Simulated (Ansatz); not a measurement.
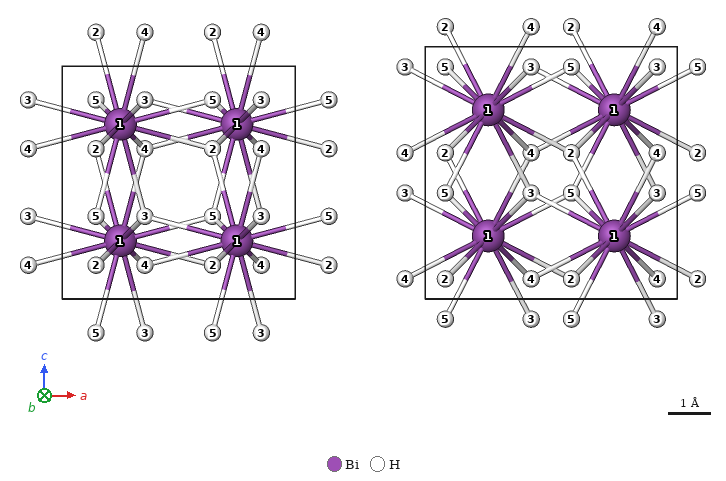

Two geometries of a crystal of BiH4 (a generated structure, set up in F-43m) (coarse preliminary run), drawn at one scale. One is the start of a relaxation, the other its converged end. The picture is a ball-and-stick view of the conventional cell (4 times the calculation's cell), seen along the b axis. Lengths and directions refer to the drawn axes.

Method: DFT PBE, scalar-relativistic, plane waves, PAW (Ansatz 0.2.0). Set-up: plane-wave cutoff 420 eV; k-point mesh 6 × 6 × 6; occupations gaussian; smearing width 0.1 eV; no spin polarisation; cell and atoms relaxed; force threshold 0.04 eV/Å; at most 70 steps.

Which geometry has the lower energy?

The left one is the relaxed one. Over 5 accepted moves (6 points after the start) the energy falls by 0.848 eV per cell of the calculation. The largest force component goes from 0.34 to 0.0047 eV/Å. Pressure: −3.08 GPa at the start and −0.07 GPa at the end. At 1 point the geometry stayed and the basis and grid were re-selected for the new cell (energy shift of 6.3 meV per cell of the calculation at most each time). The largest moves relative to the cell, 0.64 Å, are those of H2, H3, H4 and H5. H3 goes along [−1 −1 −1]. Bi stays in place. Cell: a = b = c 6.106 → 5.640 Å (−7.6 %). Volume −21.2 %. Among the contacts that change: Bi1–H2 2.493 → 2.380 Å. The space group stays F-43m (No. 216). Cost: 12 s on 1 thread of Arm Neoverse V1, with other jobs on the host, peak memory 0.3 GiB.
